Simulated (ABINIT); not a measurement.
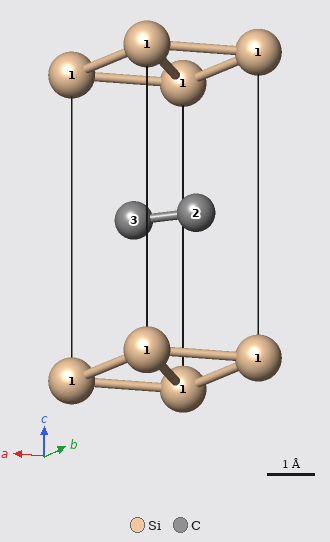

The structure as given in the input (ball-and-stick view of the cell of the calculation, seen at an oblique angle; atoms are numbered from 1 in the order of the input). An atom can appear more than once, as a periodic image. Near neighbours in the periodic cell (some may lie outside the picture): Si has 6 Si at 2.46 Å; C has 3 C at 1.42 Å.

**Run report: SiC2, geometry relaxation (part 1 of 4)**

SiC2 (3 atoms in the cell), computed with Kohn-Sham DFT of a periodic cell, LDA, PseudoDojo NC SR LDA v0.4.1 standard, no spin polarisation (ABINIT 10.8.3).

The structure was built on a prototype by a generator; it need not be a known phase.

## The input
```
# Pseudopotentials
pp_dirpath "./"
pseudos "Si.upf, C.upf"

# Structure
acell 3*1.0
rprim
     4.6580048219     0.0000000000     0.0000000000
    -2.3289929623     4.0339416665     0.0000000000
     0.0000000000     0.0000000000    13.4689284670
ntypat 2
znucl 14 6
natom 3
typat 1 2 2
chkprim 0
chksymtnons 0
tolsym 1.0e-6
xred
            0.0            0.0            0.0
   0.3333300000   0.6666700000            1/2
   0.6666700000   0.3333300000            1/2

# Plane-wave basis
ecut 41.0
ecutsm 0.5

# k points
kptopt 1
ngkpt 9 9 3
nshiftk 1
shiftk 0.0 0.0 0.0

# Exchange and correlation
ixc 7

# Bands and occupations
nband 10
occopt 3
tsmear 0.05 eV

# SCF cycle
nstep 80
tolvrs 1.0e-12

# Output
iomode 3
prteig 0
prtebands 0
prtwf 0
prtden 0

# Relaxation
ionmov 2
optcell 2
ntime 50
tolmxf 2.0e-5
dilatmx 1.08
```

Run on 4 threads of Arm Neoverse V1, 24 GiB of memory available, shared host.

Command:
```bash
mpirun --bind-to none -np 4 abinit run.abi > log 2>&1
```

## Log
```
.Version 10.8.3 of ABINIT
 Symmetries : space group P2/m (# 10); Bravais mP (primitive monocl.)
================================================================================
 Values of the parameters that define the memory need of the present run
     intxc =       0    ionmov =       2      iscf =       7    lmnmax =       6
     lnmax =       6     mgfft =      90  mpssoang =       3    mqgrid =    4193
     natom =       3  nloc_mem =       1    nspden =       1   nspinor =       1
    nsppol =       1      nsym =       4    n1xccc =    2501    ntypat =       2
    occopt =       3   xclevel =       1
       mpw =        4011          nfft =       81000          nkpt =          82
================================================================================
================================================================================

--------------------------------------------------------------------------------
------------- Echo of variables that govern the present computation ------------
--------------------------------------------------------------------------------
 -outvars: echo values of preprocessed input variables --------
            acell      1.0000000000E+00  1.0000000000E+00  1.0000000000E+00 Bohr
              amu      2.80855000E+01  1.20110000E+01
          chkprim           0
      chksymtnons           0
          dilatmx      1.08000000E+00
             ecut      4.10000000E+01 Hartree
           ecutsm      5.00000000E-01 Hartree
           ionmov           2
                       outvar_i_n : Printing only first  50 k-points.
              ixc           7
                       outvar_i_n : Printing only first  50 k-points.
         kptrlatt        9    0    0      0    9    0      0    0    3
          kptrlen      4.04067854E+01
            natom           3
            nband          10
            ngfft          30      30      90
             nkpt          82
            nstep          80
             nsym           4
            ntime          50
           ntypat           2
                       prtocc : prtvol=0, do not print more k-points.
           occopt           3
          optcell           2
           prtden           0
        prtebands           0
           prteig           0
            prtwf           0
            rprim      4.6580048219E+00  0.0000000000E+00  0.0000000000E+00
                      -2.3289929623E+00  4.0339416665E+00  0.0000000000E+00
                       0.0000000000E+00  0.0000000000E+00  1.3468928467E+01
          spgroup          10
           tolmxf      2.00000000E-05
           tolsym      1.00000000E-06
           tolvrs      1.00000000E-12
           tsmear      1.83746611E-03 Hartree
            typat      1  2  2
                       outvars : Printing only first  50 k-points.
           xangst      0.0000000000E+00  0.0000000000E+00  0.0000000000E+00
                      -8.9911931581E-06  1.4231204480E+00  3.5637249976E+00
                       1.2324689904E+00  7.1154955063E-01  3.5637249976E+00
            xcart      0.0000000000E+00  0.0000000000E+00  0.0000000000E+00
                      -1.6990892614E-05  2.6893078908E+00  6.7344642335E+00
                       2.3290288505E+00  1.3446337757E+00  6.7344642335E+00
             xred      0.0000000000E+00  0.0000000000E+00  0.0000000000E+00
                       3.3333000000E-01  6.6667000000E-01  5.0000000000E-01
                       6.6667000000E-01  3.3333000000E-01  5.0000000000E-01
            znucl       14.00000    6.00000

================================================================================

 chkinp: Checking input parameters for consistency.

================================================================================
== DATASET  1 ==================================================================

--- !DatasetInfo
iteration_state: {dtset: 1, }
dimensions: {natom: 3, nkpt: 82, mband: 10, nsppol: 1, nspinor: 1, nspden: 1, mpw: 4011, }
cutoff_energies: {ecut:  41.0, pawecutdg:  -1.0, }
electrons: {nelect:   1.20000000E+01, charge:   0.00000000E+00, occopt:   3.00000000E+00, tsmear:   1.83746611E-03, }
meta: {optdriver: 0, ionmov: 2, optcell: 2, iscf: 7, paral_kgb: 0, }
...

 Exchange-correlation functional for the present dataset will be:
  LDA: Perdew-Wang 92 LSD fit to Ceperley-Alder data - ixc=7
  J.P.Perdew and Y.Wang, PRB 45, 13244 (1992)

 Real(R)+Recip(G) space primitive vectors, cartesian coordinates (Bohr,Bohr^-1):
 R(1)=  4.6580048  0.0000000  0.0000000  G(1)=  0.2146842  0.1239477  0.0000000
 R(2)= -2.3289930  4.0339417  0.0000000  G(2)=  0.0000000  0.2478965  0.0000000
 R(3)=  0.0000000  0.0000000 13.4689285  G(3)=  0.0000000  0.0000000  0.0742450
 Unit cell volume ucvol=  2.5308278E+02 bohr^3
 Angles (23,13,12)=  9.00000000E+01  9.00000000E+01  1.19999954E+02 degrees

 getcut: wavevector=  0.0000  0.0000  0.0000  ngfft=  30  30  90
         ecut(hartree)=     47.822   => boxcut(ratio)=   2.07044

--- Pseudopotential description ------------------------------------------------
- pspini: atom type   1  psp file is ./Si.upf
  14.00000   4.00000  180309                  znucl, zion, pspdat
12 -1012 2 -1 1510                            pspcod,pspxc,lmax,lloc,mmax
     nproj     2     2     2

- pspini: atom type   2  psp file is ./C.upf
   6.00000   4.00000  180309                  znucl, zion, pspdat
12 -1012 1 -1 1234                            pspcod,pspxc,lmax,lloc,mmax
     nproj     2     2     0

   1.84465196E+02                                ecore*ucvol(ha*bohr**3)
--------------------------------------------------------------------------------

================================================================================

=== [ionmov= 2] Broyden-Fletcher-Goldfarb-Shanno method (forces)
================================================================================

--- Iteration: ( 1/50) Internal Cycle: (1/1)
--------------------------------------------------------------------------------

---SELF-CONSISTENT-FIELD CONVERGENCE--------------------------------------------

--- !BeginCycle
iteration_state: {dtset: 1, itime: 1, icycle: 1, }
solver: {iscf: 7, nstep: 80, nline: 4, wfoptalg: 0, }
tolerances: {tolvrs: 1.00E-12, }
...

     iter   Etot(hartree)      deltaE(h)  residm     vres2
 ETOT  1  -16.208584369007    -1.621E+01 1.289E-01 1.817E+03
 ETOT  2  -16.291410042472    -8.283E-02 2.476E-02 1.014E+01
 ETOT  3  -16.291862559669    -4.525E-04 5.558E-03 8.992E+00
 ETOT  4  -16.291990213135    -1.277E-04 3.941E-03 1.598E+00
 ETOT  5  -16.292014430595    -2.422E-05 1.024E-03 3.214E-01
 ETOT  6  -16.292021479408    -7.049E-06 6.193E-04 4.524E-02
 ETOT  7  -16.292022486549    -1.007E-06 4.326E-04 1.375E-04
 ETOT  8  -16.292022489704    -3.155E-09 4.045E-04 3.172E-07
 ETOT  9  -16.292022489711    -7.233E-12 3.718E-04 2.936E-09
 ETOT 10  -16.292022489711    -5.436E-13 3.348E-04 1.084E-11
 ETOT 11  -16.292022489711     4.263E-14 3.435E-04 1.607E-13

 At SCF step   11       vres2   =  1.61E-13 < tolvrs=  1.00E-12 =>converged.

 Cartesian components of stress tensor (hartree/bohr^3)
  sigma(1 1)=  1.59008420E-04  sigma(3 2)=  0.00000000E+00
  sigma(2 2)=  1.58948212E-04  sigma(3 1)=  0.00000000E+00
  sigma(3 3)= -8.77258620E-09  sigma(2 1)= -1.95622991E-08

--- !ResultsGS
iteration_state: {dtset: 1, itime: 1, icycle: 1, }
comment   : Summary of ground state results
lattice_vectors:
- [  4.6580048,   0.0000000,   0.0000000, ]
- [ -2.3289930,   4.0339417,   0.0000000, ]
- [  0.0000000,   0.0000000,  13.4689285, ]
lattice_lengths: [   4.65800,    4.65799,   13.46893, ]
lattice_angles: [ 90.000,  90.000, 120.000, ] # degrees, (23, 13, 12)
lattice_volume:   2.5308278E+02
convergence: {deltae:  4.263E-14, res2:  1.607E-13, residm:  3.435E-04, diffor: null, }
etotal    :  -1.62920225E+01
entropy   :   0.00000000E+00
fermie    :   1.89684611E-01
cartesian_stress_tensor: # hartree/bohr^3
- [  1.59008420E-04,  -1.95622991E-08,   0.00000000E+00, ]
- [ -1.95622991E-08,   1.58948212E-04,   0.00000000E+00, ]
- [  0.00000000E+00,   0.00000000E+00,  -8.77258620E-09, ]
pressure_GPa:  -3.1181E+00
xred      :
- [  0.0000E+00,   0.0000E+00,   0.0000E+00, Si]
- [  3.3333E-01,   6.6667E-01,   5.0000E-01,  C]
- [  6.6667E-01,   3.3333E-01,   5.0000E-01,  C]
cartesian_forces: # hartree/bohr
- [ -0.00000000E+00,  -0.00000000E+00,  -0.00000000E+00, ]
- [  2.39123486E-05,  -1.44221537E-05,  -0.00000000E+00, ]
- [ -2.39123486E-05,   1.44221537E-05,  -0.00000000E+00, ]
force_length_stats: {min:   0.00000000E+00, max:   2.79248802E-05, mean:   1.86165868E-05, }
...

 Integrated electronic density in atomic spheres:
 ------------------------------------------------
 Atom  Sphere_radius  Integrated_density
    1        2.00000          1.73305716
    2        2.00000          4.76282616
    3        2.00000          4.76282616

---OUTPUT-----------------------------------------------------------------------

 Cartesian coordinates (xcart) [bohr]
  0.00000000000000E+00  0.00000000000000E+00  0.00000000000000E+00
 -1.69908926138692E-05  2.68930789080555E+00  6.73446423350000E+00
  2.32902885049261E+00  1.34463377569444E+00  6.73446423350000E+00
 Reduced coordinates (xred)
  0.00000000000000E+00  0.00000000000000E+00  0.00000000000000E+00
  3.33330000000000E-01  6.66670000000000E-01  5.00000000000000E-01
  6.66670000000000E-01  3.33330000000000E-01  5.00000000000000E-01
 Cartesian forces (fcart) [Ha/bohr]; max,rms= 2.39123E-05 1.31639E-05 (free atoms)
 -0.00000000000000E+00 -0.00000000000000E+00 -0.00000000000000E+00
  2.39123485699459E-05 -1.44221537496490E-05 -0.00000000000000E+00
 -2.39123485699459E-05  1.44221537496490E-05 -0.00000000000000E+00
 Gradient of E wrt nuclear positions in reduced coordinates (gred)
  0.00000000000000E+00 -0.00000000000000E+00  0.00000000000000E+00
 -1.11383834941762E-04  1.13869818462847E-04 -0.00000000000000E+00
  1.11383834941762E-04 -1.13869818462847E-04 -0.00000000000000E+00
 Scale of Primitive Cell (acell) [bohr]
  1.00000000000000E+00  1.00000000000000E+00  1.00000000000000E+00
 Real space primitive translations (rprimd) [bohr]
  4.65800482190000E+00  0.00000000000000E+00  0.00000000000000E+00
 -2.32899296230000E+00  4.03394166650000E+00  0.00000000000000E+00
  0.00000000000000E+00  0.00000000000000E+00  1.34689284670000E+01
 Unitary Cell Volume (ucvol) [Bohr^3]=  2.53082778581191E+02
 Angles (23,13,12)= [degrees]
  9.00000000000000E+01  9.00000000000000E+01  1.19999953717248E+02
 Lengths [Bohr]
  4.65800482190000E+00  4.65799244172505E+00  1.34689284670000E+01
 Stress tensor in cartesian coordinates (strten) [Ha/bohr^3]
  1.59008419904301E-04 -1.95622990757242E-08  0.00000000000000E+00
 -1.95622990757242E-08  1.58948212155474E-04  0.00000000000000E+00
  0.00000000000000E+00  0.00000000000000E+00 -8.77258619696661E-09
 Total energy (etotal) [Ha]= -1.62920224897113E+01

--- Iteration: ( 2/50) Internal Cycle: (1/1)
--------------------------------------------------------------------------------

---SELF-CONSISTENT-FIELD CONVERGENCE--------------------------------------------

--- !BeginCycle
iteration_state: {dtset: 1, itime: 2, icycle: 1, }
solver: {iscf: 7, nstep: 80, nline: 4, wfoptalg: 0, }
tolerances: {tolvrs: 1.00E-12, }
...

     iter   Etot(hartree)      deltaE(h)  residm     vres2
 ETOT  1  -16.290943135360    -1.629E+01 3.627E-01 7.231E+01
 ETOT  2  -16.291958306612    -1.015E-03 4.399E-02 2.165E+01
 ETOT  3  -16.292180280534    -2.220E-04 1.784E-01 4.631E+00
 ETOT  4  -16.292095976181     8.430E-05 9.677E-01 6.756E+00
 ETOT  5  -16.292249502117    -1.535E-04 1.050E-01 7.574E-01
 ETOT  6  -16.292264000147    -1.450E-05 4.226E-01 9.396E-02
 ETOT  7  -16.292266135211    -2.135E-06 9.289E-03 1.025E-03
 ETOT  8  -16.292266159143    -2.393E-08 1.197E-01 3.288E-07
 ETOT  9  -16.292266159151    -8.413E-12 2.446E-03 1.091E-08
 ETOT 10  -16.292266159152    -1.812E-13 4.805E-02 1.433E-09
 ETOT 11  -16.292266159152    -4.015E-13 7.666E-04 1.073E-10
 ETOT 12  -16.292266159152     5.151E-13 1.944E-02 2.512E-14

 At SCF step   12       vres2   =  2.51E-14 < tolvrs=  1.00E-12 =>converged.

 Cartesian components of stress tensor (hartree/bohr^3)
  sigma(1 1)=  4.24851209E-05  sigma(3 2)=  0.00000000E+00
  sigma(2 2)=  4.24828240E-05  sigma(3 1)=  0.00000000E+00
  sigma(3 3)=  7.38587268E-07  sigma(2 1)=  3.20063936E-08
```
